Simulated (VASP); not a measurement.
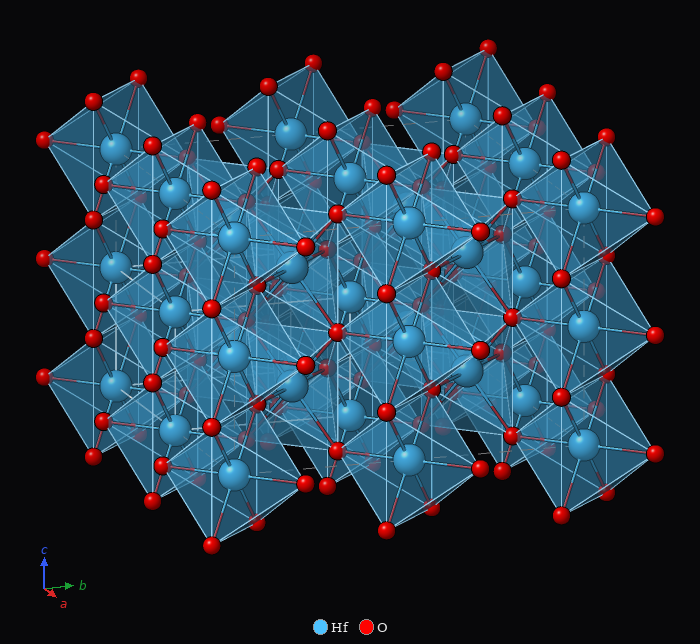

Polyhedra are drawn about Hf (bonds: Hf–O below 2.4 Å); other atoms are plain spheres.

HfO₂ (space group P4_2/mnm, No. 136): coordinates from a relaxation with VASP, VASP Kohn-Sham DFT of a periodic cell, PBE, VASP PAW PBE potentials, recommended.

Sharing among the drawn polyhedra:

| site | polyhedron | corner-sharing neighbours | edge-sharing | face-sharing | bond (Å) |
| --- | --- | --- | --- | --- | --- |
| Hf | HfO6 octahedron | 8 | 2 | 0 | 2.09 |

They form a three-dimensional framework of corner- and edge-sharing octahedra.
